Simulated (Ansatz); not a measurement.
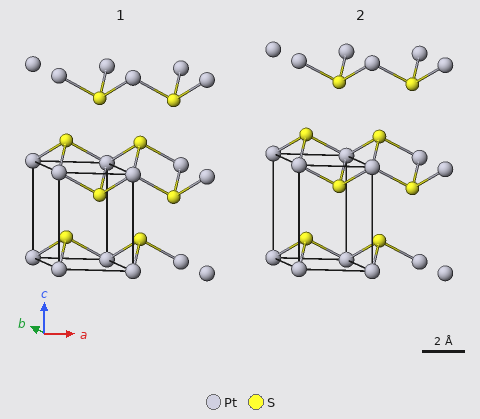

Two geometries of solid PtS2 (set up in P-3m1), drawn at one scale. One is the start of a relaxation, the other its converged end. Style: ball-and-stick. Shown: the cell of the calculation, repeated 2 × 1 × 2 with one cell outlined, slightly off an axis.

All numbers below come from Kohn-Sham DFT of a periodic cell, PBE with D4, Ansatz PAW in Ansatz 0.2.0. Settings: plane-wave cutoff 420 eV; k-point mesh 9 × 9 × 5; occupations fermi-dirac; smearing width 0.05 eV; no spin polarisation; cell and atoms relaxed; force threshold 0.01 eV/Å; at most 40 steps.

Which of the two is the end point?

Answer. Structure 1 is the relaxed one. The run lets cell and atoms move. The largest moves relative to the cell, 0.14 Å, are those of S atoms. Pt stays in place. The drawn cell changes as follows: a = b 3.543 → 3.584 Å (+1.2 %), c 5.039 → 4.682 Å (−7.1 %); the volume changes by −4.9 %. Near-neighbour distances that change, for instance: Pt–S 2.344 → 2.396 Å. The space group stays P-3m1 (No. 164). Over 5 accepted moves (6 points after the start) the energy falls by 46.6 meV per atom. Largest force component: 1.3 eV/Å at the start, under 0.0001 eV/Å at the end. The pressure goes from 7.97 to 0.01 GPa. At 1 point the geometry stayed and the basis and grid were re-selected for the new cell (energy shift of 0.2 meV per atom at most each time). Cost: 9.4 s on 2 threads of Arm Neoverse V2 (shared host), peak memory 0.35 GiB.
